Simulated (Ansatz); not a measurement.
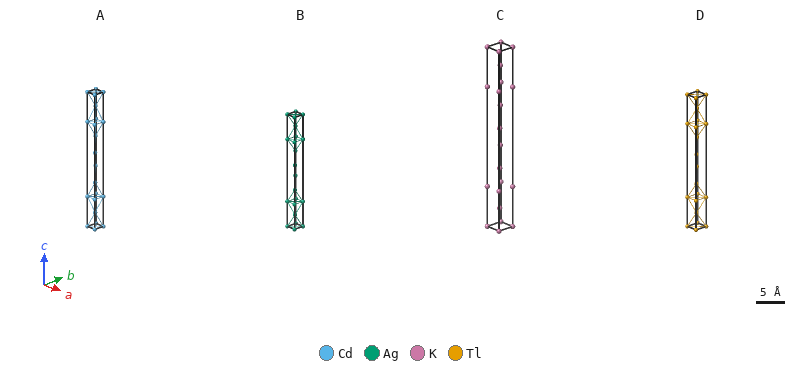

One structure type (space group R-3m for the parent) with different elements on its sites, each relaxed in cell and atoms to zero pressure (within 0.1 GPa). The picture is a ball-and-stick view of the conventional cell (3 times the calculation's cell), seen slightly off an axis. Lengths and directions refer to the drawn axes.

These are results of Ansatz 0.2.0, DFT PBEsol, scalar-relativistic, plane waves, PAW, not measurements. Set-up: plane-wave cutoff 420 eV; occupations gaussian; smearing width 0.1 eV; no spin polarisation. The k-mesh is chosen for each cell (18×18×18, 12×12×12).

Give the formulas, and rank the crystals by volume per atom, smallest first.

B = Ag (16.7 Å³), A = Cd (21.1 Å³), D = Tl (28.5 Å³), C = K (70.2 Å³).
